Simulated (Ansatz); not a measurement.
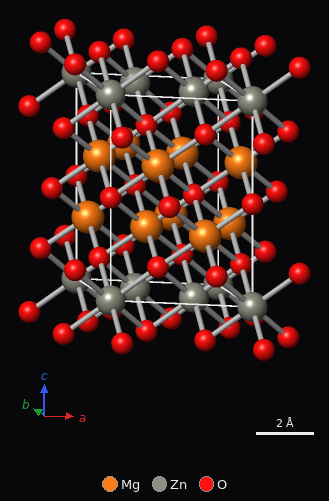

Starting frame of a dynamics run of an 18-atom cell of Mg2ZnO3 (set up in P-3m1). The picture is a ball-and-stick view of the simulation cell, seen slightly off an axis. Bonds to atoms that aren't drawn are left out.

The calculation used Ansatz 0.2.0, DFT PBEsol, scalar-relativistic, plane waves, PAW.

Input
```yaml
crystal:
  lattice:
    - [4.5494978865, -2.6266538294, 0.0]
    - [0.0, 5.2533076588, 0.0]
    - [0.0, 0.0, 7.403316]
  atoms:
    - { symbol: Mg, position: [0.0, 0.3333333333, 0.6658] }
    - { symbol: Mg, position: [0.6666666667, 0.6666666667, 0.6658] }
    - { symbol: Mg, position: [0.3333333333, 1.0, 0.6658] }
    - { symbol: Mg, position: [0.3333333333, 0.3333333333, 0.3342] }
    - { symbol: Mg, position: [0.0, 0.6666666667, 0.3342] }
    - { symbol: Mg, position: [0.6666666667, 1.0, 0.3342] }
    - { symbol: Zn, position: [0.0, 0.0, 0.0] }
    - { symbol: Zn, position: [0.6666666667, 0.3333333333, 0.0] }
    - { symbol: Zn, position: [0.3333333333, 0.6666666667, 0.0] }
    - { symbol: O, position: [0.0, 0.3333333333, 0.172619] }
    - { symbol: O, position: [0.6666666667, 0.6666666667, 0.172619] }
    - { symbol: O, position: [0.3333333333, 1.0, 0.172619] }
    - { symbol: O, position: [0.3333333333, 0.3333333333, 0.827381] }
    - { symbol: O, position: [0.0, 0.6666666667, 0.827381] }
    - { symbol: O, position: [0.6666666667, 1.0, 0.827381] }
    - { symbol: O, position: [0.0, 0.0, 0.5] }
    - { symbol: O, position: [0.6666666667, 0.3333333333, 0.5] }
    - { symbol: O, position: [0.3333333333, 0.6666666667, 0.5] }
basis:
  ecutwfc: 420
kpoints:
  mp_grid: { grid: [2, 2, 2], shift: [0.5, 0.5, 0.5] }
hamiltonian:
  xc: pbesol
scf:
  occupations: { method: fermi_dirac, width: 0.02 }
  lower_state_search: "off"
  convergence: { dr2_threshold: 1.0e-07 }
output:
  forces: true
  stress: true
md:
  timestep: 1.0
  n_steps: 62
  ensemble: nve
  temperature: 200.0
  initial_velocities: maxwell_boltzmann
  seed: 8431
```

Run as
```bash
ansatz run input.yaml --threads 4 --pin off --max-ram 5120MiB --backend cpu --events-out ev --progress --plain --runs-dir out
```

### What does the trajectory do?

Over the second half the temperature averages 107 K (spread ±26 K). The potential energy is still drifting at the end, so the run hasn't reached equilibrium. The potential energy in the second half lies on average 11.4 meV per atom above the first frame. The mean pressure there is −5.0 GPa. In the second half of the run the atoms are, in the root-mean-square, this far from where they began (common drift taken out): Zn 0.08 Å, Mg 0.06 Å, O 0.05 Å. The run lasts only 62 fs, too short to tell vibration from diffusion.

Along the run (each row but the first and the last is the mean over the interval that it begins):

| time (fs) | potential energy (meV/atom) | T (K) | p (GPa) |
| --- | --- | --- | --- |
| 0.0 | 0.0 | 200 | -5.5 |
| 6.0 | 7.3 | 140 | -5.3 |
| 12.0 | 15.8 | 71 | -5.1 |
| 18.0 | 20.1 | 35 | -5.0 |
| 24.0 | 17.8 | 54 | -5.0 |
| 30.0 | 12.2 | 101 | -5.0 |
| 36.0 | 8.2 | 133 | -5.1 |
| 42.0 | 8.2 | 133 | -5.1 |
| 48.0 | 11.3 | 108 | -5.0 |
| 54.0 | 15.0 | 77 | -4.9 |
| 60.0 | 16.6 | 65 | -4.8 |

The paths of the atoms, magnified 5 times:

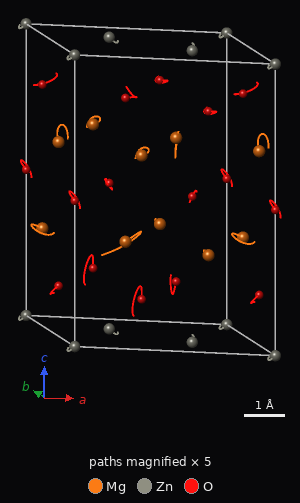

The run took roughly 6 core-minutes on a shared host.
